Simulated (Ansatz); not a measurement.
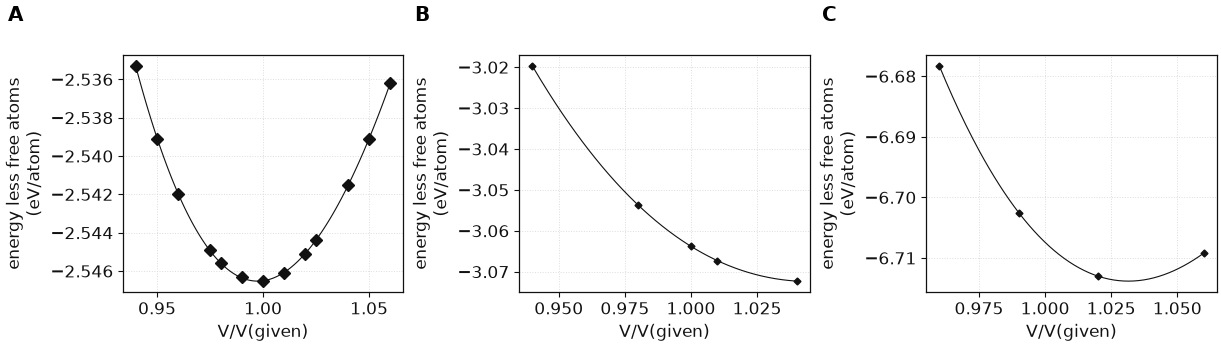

Each panel shows the energy less free atoms against V/V(given) for one of these solids: AgCl, Pm-3m (No. 221), 20.2 Å³/atom; CdS, P6_3mc (No. 186), 25.0 Å³/atom; ZrS₂, P-3m1 (No. 164), 22.3 Å³/atom.

Method: periodic Kohn-Sham DFT of a crystal at fixed atoms, scaled to the stated factor times the given cell; pressure positive in compression, energy less spherical unpolarised free atoms (Ansatz 0.2.0). Level: PBE.

Match the panels to the solids.

Answer. A is AgCl (energy less free atoms from −2.5465 eV/atom to −2.5353 eV/atom, V0 20.2 Å³/atom, B0 47.3 GPa); B is CdS (energy less free atoms from −3.0723 eV/atom to −3.0197 eV/atom); C is ZrS₂ (energy less free atoms from −6.7130 eV/atom to −6.6783 eV/atom).

For CdS, limits of the calculation: the volumes run don't bracket the minimum of the energy, so any equilibrium value is extrapolated; shape and atomic fractions are frozen while scaling, which makes layered, chain and framework solids too stiff.

For ZrS₂, limits of the calculation: shape and atomic fractions are frozen while scaling, which makes layered, chain and framework solids too stiff.
